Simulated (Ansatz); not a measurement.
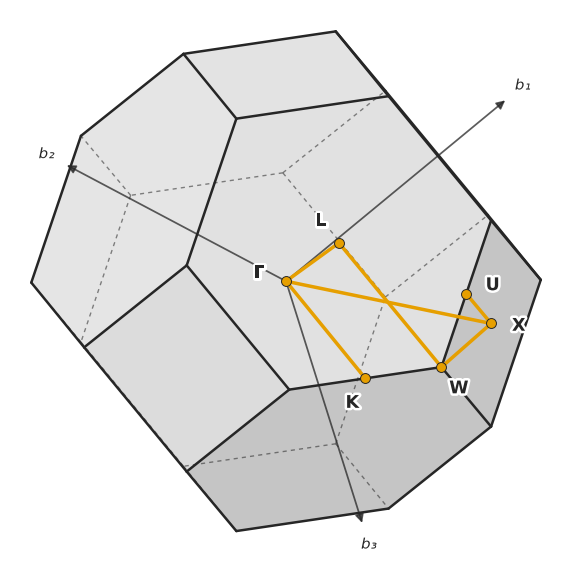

Crystal: CdO, the geometry relaxed with DFT PBE, scalar-relativistic, plane waves, PAW in Ansatz. The figure shows the first Brillouin zone with its special points and a band path. The drawing is computed from the coordinates (standard cell, symmetry found to 0.002 Å).

Labels and path follow the convention of Hinuma et al. (2017), as computed by seekpath; the arrows show the directions of the reciprocal primitive vectors b₁, b₂, b₃.

Question: Which Bravais lattice has this zone?

Answer: A face-centred cubic lattice (cF; extended symbol cF2). The zone is a truncated octahedron in its combinatorial type: 14 faces (6 with 4 edges, 8 with 6 edges), 36 edges, 24 vertices.

Question: Write the standard path through the labelled points.

Answer: Γ–X–U | K–Γ–L–W–X
